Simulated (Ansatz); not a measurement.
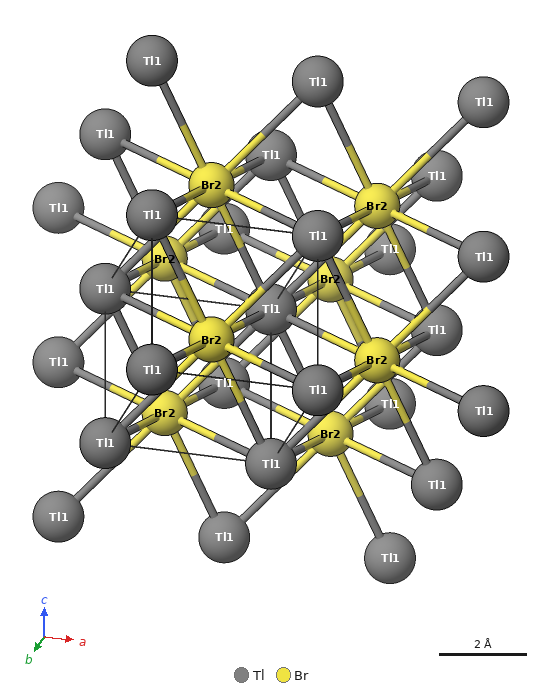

The starting point is a symmetric starting cell of TlBr. The picture is a ball-and-stick view of the cell of the calculation, repeated 2 × 2 × 2 with one cell outlined, seen from a free direction.

Theory: DFT PBE, scalar-relativistic, plane waves, PAW in Ansatz 0.2.0. Set-up: plane-wave cutoff 420 eV; k-point mesh 8 × 8 × 8; occupations gaussian; smearing width 0.02 eV; no spin polarisation.

Now this is done to it. All lengths are scaled by −3.4 % (volume −10.0 %), the atoms keeping their fractional coordinates. No relaxation follows. The starting cell wasn't computed here and needn't be at equilibrium, so pressure and forces aren't due to the change alone.

### Predict the response.

The pressure is 5.0 GPa (not all of it need come from the change, since the unchanged cell can be under pressure at this level too). All forces vanish by symmetry. Near-neighbour distances before and after: Br–Tl 3.438 → 3.320 Å. The space group stays Pm-3m (No. 221).

The changed structure in the same view:

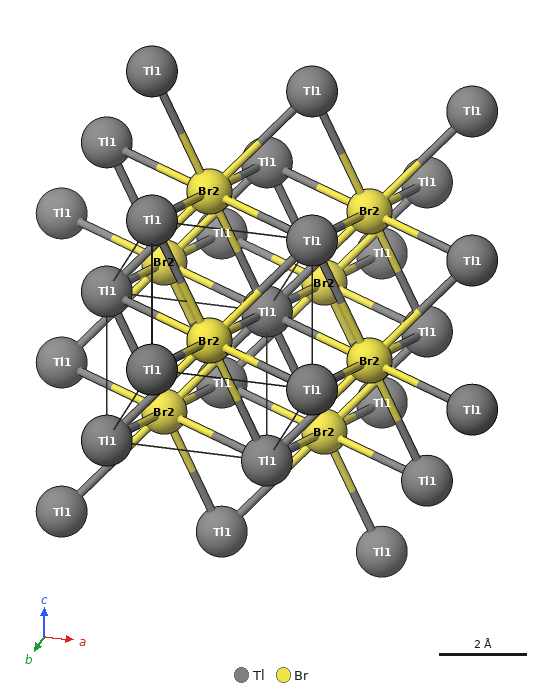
